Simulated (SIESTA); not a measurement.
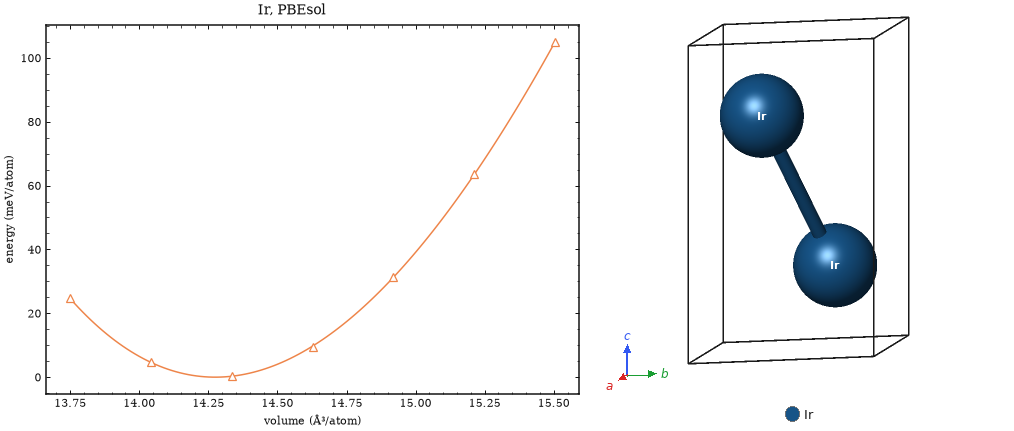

The plot gives the computed energy against volume for Ir, space group P6_3/mmc (No. 194). The conventional cell is drawn beside the plot.

Cell as given: a = 2.751 Å, b = 2.751 Å, c = 4.462 Å, α = 90.00°, β = 90.00°, γ = 120.00°; 2 atoms.

Computed with SIESTA 5.4.2: DFT in numerical atomic orbitals with pseudopotentials, no spin polarisation; energies at scaled volumes of the given cell, shape and fractions fixed, counted from the fit's minimum, third-order Birch-Murnaghan fit. Level: PBEsol.

k mesh 11×11×6; occupations Fermi–Dirac; smearing width 0.05 eV; potentials PseudoDojo 0.4 standard, converted to PSML, two zetas on semicore shells; program settings basis DZP, mesh cutoff 800 Ry.

Question: What equilibrium volume and bulk modulus follow from the curve?

Answer: A third-order Birch–Murnaghan fit gives V0 = 14.28 Å³/atom, B0 = 378 GPa and B′ = 5.3.

Keep in mind: mulliken charges of long orbitals; potentials made for another functional; short basis over semicore shells; valence orbitals made in semicore potential; shape and atomic fractions are frozen while scaling, which makes layered, chain and framework solids too stiff.
